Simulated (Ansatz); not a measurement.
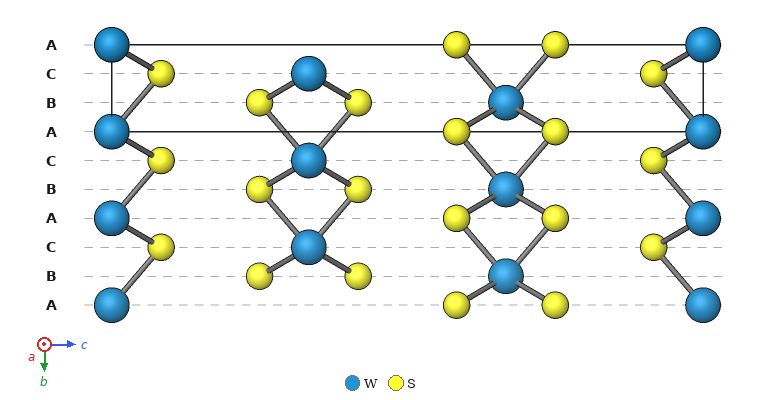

The picture looks along a close-packed row of the hexagonal mesh; c points to the right. The dashed lines mark the three columns A (0, 0), B (1/3, 2/3) and C (2/3, 1/3). The sequence starts with the first layer at or above the cell's origin.

The compound is WS2, taken as the input geometry of an electronic-structure calculation (not necessarily at equilibrium); the starting structure was generated, so it need not be a known form of this composition.

### Give the sequence of layers in one repeat, with element and column.

W(A) – S(C) – S(B) – W(C) – S(B) – S(A) – W(B) – S(A) – S(C) (nine layers in 18.71 Å).

### How are the S layers alone stacked?

S layers alone: CBBAAC, a sequence in which some neighbouring layers lie directly above each other.

### Which positions between or in the S layers do the other atoms fill?

W: three trigonal-prismatic sites, counted in one hexagonal cell. Three of the six gaps between S layers are empty, 3.11 Å wide.

### What short polytype symbol fits?

Polytype symbol 3R, the symbol of a layered MX2 polytype (number of slabs in the repeat and lattice).
